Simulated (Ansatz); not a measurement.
## Electronic structure of Zn$_{3}$Sn$_{2}$O$_{7}$ in real space

```
CELL_PARAMETERS angstrom
19.06138 0.00000 0.00000
0.00000 5.42958 0.00000
0.00000 0.00000 5.38853
ATOMIC_POSITIONS crystal
Zn 0.00000 0.25635 0.27238
Zn 0.50000 0.75635 0.27238
Zn 0.00000 0.74365 0.77238
Zn 0.50000 0.24365 0.77238
Zn 0.29622 0.71897 0.20842
Zn 0.79622 0.21897 0.20842
Zn 0.20378 0.78103 0.70842
Zn 0.70378 0.28103 0.70842
Zn 0.20378 0.21897 0.20842
Zn 0.70378 0.71897 0.20842
Zn 0.29622 0.28103 0.70842
Zn 0.79622 0.78103 0.70842
Sn 0.10384 0.74687 0.24483
Sn 0.60384 0.24687 0.24483
Sn 0.39616 0.75313 0.74483
Sn 0.89616 0.25313 0.74483
Sn 0.10384 0.25313 0.74483
Sn 0.60384 0.75313 0.74483
Sn 0.39616 0.24687 0.24483
Sn 0.89616 0.74687 0.24483
O 0.29408 0.36587 0.33467
O 0.79408 0.86587 0.33467
O 0.20592 0.13413 0.83468
O 0.70592 0.63413 0.83468
O 0.29408 0.63413 0.83468
O 0.79408 0.13413 0.83468
O 0.20592 0.86587 0.33467
O 0.70592 0.36587 0.33467
O 0.36470 0.08413 0.91725
O 0.86470 0.58413 0.91725
O 0.13529 0.41587 0.41725
O 0.63529 0.91587 0.41725
O 0.36470 0.91587 0.41725
O 0.86470 0.41587 0.41725
O 0.13529 0.58413 0.91725
O 0.63529 0.08413 0.91725
O 0.42492 0.58285 0.07405
O 0.92492 0.08285 0.07405
O 0.07508 0.91715 0.57405
O 0.57508 0.41715 0.57405
O 0.00000 0.62154 0.14917
O 0.50000 0.12154 0.14917
O 0.00000 0.37846 0.64917
O 0.50000 0.87846 0.64917
O 0.07508 0.08285 0.07405
O 0.57508 0.58285 0.07405
O 0.42492 0.41715 0.57405
O 0.92492 0.91715 0.57405
```

Space group Cmc2₁; a structure from a database of computed crystals, not necessarily the ambient phase; computed pressure about −8 GPa in this cell.

All numbers below come from Ansatz, DFT, r2SCAN, plane-wave PAW, default files, scalar-relativistic, frozen cores.

In a PAW calculation such maps are meaningful between the atoms, not at the nuclei.

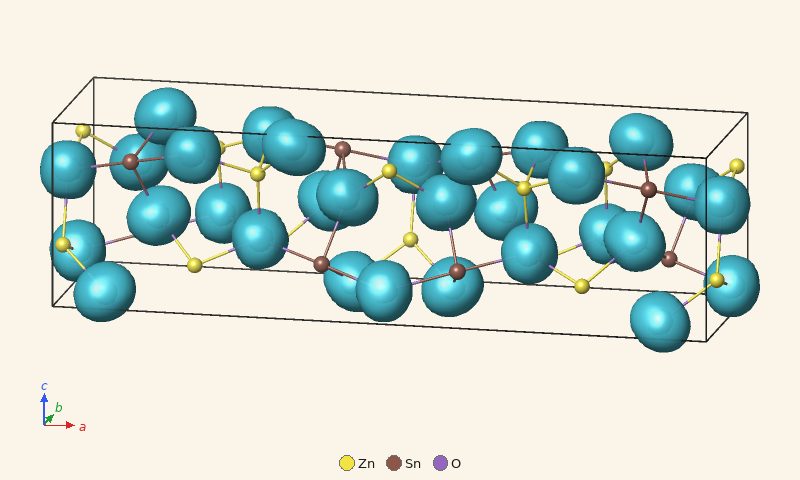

Figure 1. Isosurface of the ELF at 0.7 (cyan), seen slightly off an axis. Core shells and regions of very low density are left out. Sticks mark near contacts.

**Describe the localisation domains.**

The ELF exceeds this value in 28 regions wrapped around O (the valence shell of each), counted in one cell of 48 atoms. Any copies at cell faces, edges or corners count once.


Zn–O (2.02 Å): the ELF peaks at about 0.85 in the valence shell of O, 0.6 Å from its nucleus, and is about 0.25 at the midpoint (no localised pair shows between them). Sn–O (2.06 Å): the ELF peaks at about 0.80 in the valence shell of O, 0.6 Å from its nucleus, and is about 0.25 at the midpoint; no localised pair shows between them.

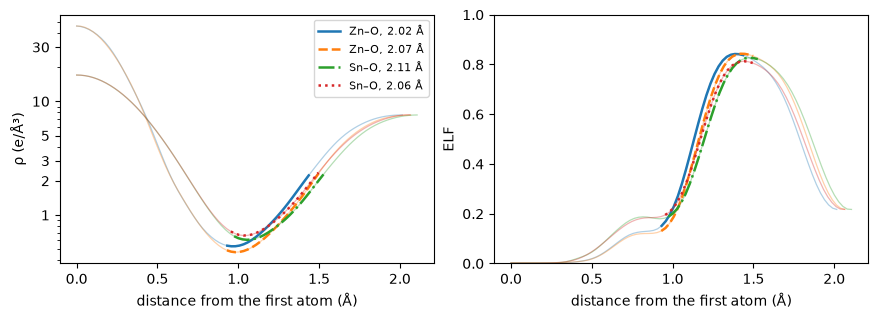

Figure 2. Valence pseudo-density and ELF along straight lines between neighbouring atoms. Thin, pale parts lie inside the atomic spheres.

**What can be read from the curves?**

Zn–O (2.02 Å): the density is about 0.54 e/Å³ at the midpoint; the ELF peaks at about 0.85 in the valence shell of O, 0.6 Å from its nucleus, and is about 0.25 at the midpoint; no shared electron pair shows on this line.
Zn–O (2.07 Å): ρ is about 0.48 e/Å³ halfway; the ELF peaks at about 0.85 in the valence shell of O, 0.6 Å from its nucleus, and is about 0.20 at the midpoint; no localised pair shows between them.
Sn–O (2.11 Å): ρ is about 0.61 e/Å³ halfway; the ELF peaks at about 0.85 in the valence shell of O, 0.6 Å from its nucleus, and is about 0.25 at the midpoint: no localised pair shows between them.
Sn–O (2.06 Å): ρ at the midpoint is about 0.66 e/Å³; the ELF peaks at about 0.80 in the valence shell of O, 0.6 Å from its nucleus, and is about 0.25 at the midpoint (no shared electron pair shows on this line).

**Does the calculation make it a metal, or give it a gap?**

It is gapped, with a Kohn–Sham gap of 1.5 eV on the k-point mesh, an upper bound to the gap of this method.
